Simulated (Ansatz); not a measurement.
Ga₄Sb₃ (slab)

```
CELL_PARAMETERS angstrom
4.32129 0.00000 0.00000
0.00000 4.32129 0.00000
0.00000 0.00000 19.16684
ATOMIC_POSITIONS crystal
Ga 0.50000 0.50000 0.26087
Sb 0.50000 0.00000 0.34058
Ga 0.00000 0.00000 0.42029
Sb 0.00000 0.50000 0.50000
Ga 0.50000 0.50000 0.57971
Sb 0.50000 0.00000 0.65942
Ga 0.00000 0.00000 0.73913
```

Not relaxed (largest force 0.7 eV/Å); computed without spin polarisation.

Computed with Ansatz 0.2.0, DFT PBEsol, scalar-relativistic, plane waves, PAW.

**What will maps of the valence pseudo-density and electron localisation function show?**

Ga–Sb (2.65 Å): ρ is about 0.41 e/Å³ halfway; the ELF peaks at about 0.70 between the atoms.

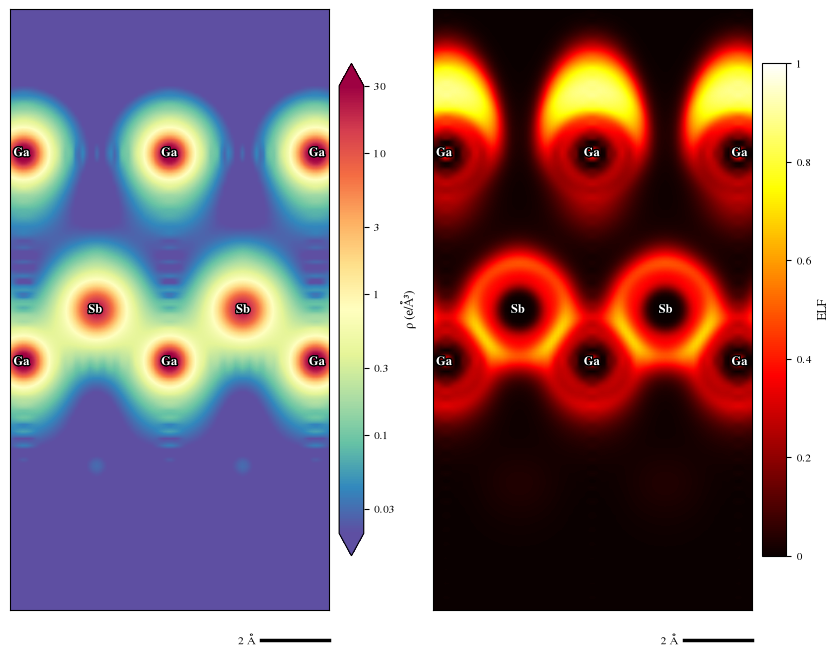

Computed valence pseudo-density and electron localisation function on the (100) plane of the calculation cell, a cut from vacuum to vacuum, in this order. 
